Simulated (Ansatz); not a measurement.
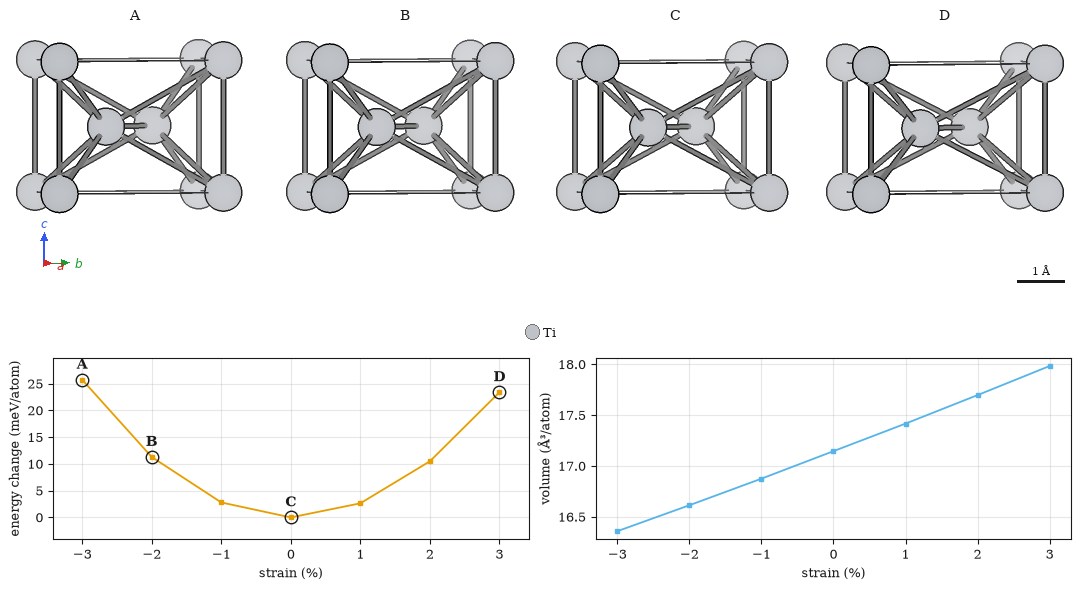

Members of a series of calculations on crystalline Ti (set up in P6/mmm), marked on the first curve. A ball-and-stick model of the cell of the calculation, seen from a free direction.

Level of theory: DFT PBE, scalar-relativistic, plane waves, PAW in Ansatz 0.2.0. Settings: plane-wave cutoff 420 eV; k-point mesh 12 × 12 × 18; occupations gaussian; smearing width 0.1 eV; no spin polarisation.

Which kind of strain is it, and how does the structure respond?

Biaxial strain in the a–b plane, c and atoms relaxed. A (strain −3.0 %): energy change 25.7 meV/atom, volume 16.36 Å³ per atom. B (strain −2.0 %): energy change 11.3 meV/atom, volume 16.61 Å³ per atom. C (strain 0.0 %): energy change 0.0 meV/atom, volume 17.15 Å³ per atom. D (strain 3.0 %): energy change 23.4 meV/atom, volume 17.98 Å³ per atom. The rest compares A with D. The drawn cell changes as follows: a = b 4.442 → 4.717 Å (+6.2 %), c 2.872 → 2.800 Å (−2.5 %); the volume changes by +9.9 %. Some distances before and after: Ti–Ti 2.565 → 2.723 Å, Ti–Ti 2.939 → 3.062 Å, Ti–Ti 2.872 → 2.800 Å.
